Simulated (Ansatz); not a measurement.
Li$_{7}$Br$_{8}$ (cell charge −1, with a compensating background) (cell with a defect)

The calculation's input:

```
crystal:
  lattice:
    - [-2.0664122741, 3.5791310481, -6.6215844801]
    - [-2.0664122741, 3.5791310481, 6.6215844801]
    - [8.2656490963, 0.0, 0.0]
  atoms:
    - { symbol: Li, position: [0.2277588073, 0.105574526, 0.3333333333] }
    - { symbol: Li, position: [0.7277588073, 0.605574526, 0.8333333333] }
    - { symbol: Li, position: [0.2277588073, 0.105574526, 0.8333333333] }
    - { symbol: Li, position: [0.144425474, 0.5222411927, 0.1666666667] }
    - { symbol: Li, position: [0.644425474, 0.0222411927, 0.1666666667] }
    - { symbol: Li, position: [0.144425474, 0.5222411927, 0.6666666667] }
    - { symbol: Li, position: [0.644425474, 0.0222411927, 0.6666666667] }
    - { symbol: Br, position: [0.918075526, 0.4152578073, 0.3333333333] }
    - { symbol: Br, position: [0.418075526, 0.9152578073, 0.3333333333] }
    - { symbol: Br, position: [0.918075526, 0.4152578073, 0.8333333333] }
    - { symbol: Br, position: [0.418075526, 0.9152578073, 0.8333333333] }
    - { symbol: Br, position: [0.8347421927, 0.831924474, 0.1666666667] }
    - { symbol: Br, position: [0.3347421927, 0.331924474, 0.1666666667] }
    - { symbol: Br, position: [0.8347421927, 0.831924474, 0.6666666667] }
    - { symbol: Br, position: [0.3347421927, 0.331924474, 0.6666666667] }
total_charge: -1
basis:
  ecutwfc: 420
kpoints:
  mp_grid: { grid: [4, 4, 4] }
hamiltonian:
  xc: pbesol
scf:
  occupations: { method: gaussian, width: 0.05 }
output:
  forces: true
  stress: true
  eigenvalues: true
  write_density: true
  write_potential: true
  elf: true
  volumetric_format: npy
relax:
  adjacent_minimum: "off"
  f_tol: 0.02
  max_steps: 50
```

Launched as:

```sh
ansatz run input.yaml --threads 4 --pin off --max-ram 9216MiB --backend cpu --events-out ev --progress --plain --runs-dir out
```

The fields are those of the relaxed geometry.

Theory: DFT PBEsol, scalar-relativistic, plane waves, PAW (Ansatz).

What will maps of the valence pseudo-density and electron localisation function show?

Answer. Li–Br (2.58 Å): the density is about 0.28 e/Å³ at the midpoint; the ELF is about 0.85 at the midpoint: an ionic contact with no shared pair.

Does the calculation give a band gap?

Answer. It is gapped, with a Kohn–Sham gap of 4.5 eV on the k-point mesh (the band edges may lie off the mesh, which would make the gap smaller).

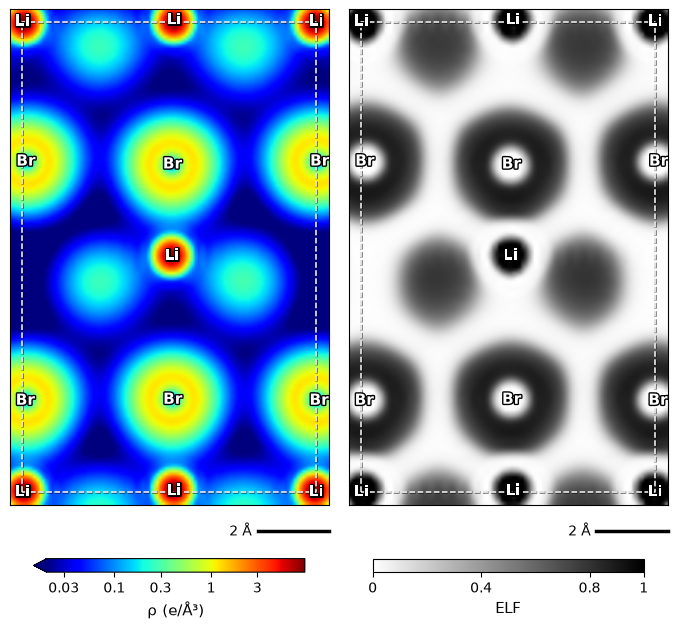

Computed valence pseudo-density and electron localisation function on the (110) plane of the calculation cell, in this order. 

The density is the valence pseudo-density of a PAW calculation; it isn't the true density close to the nuclei.
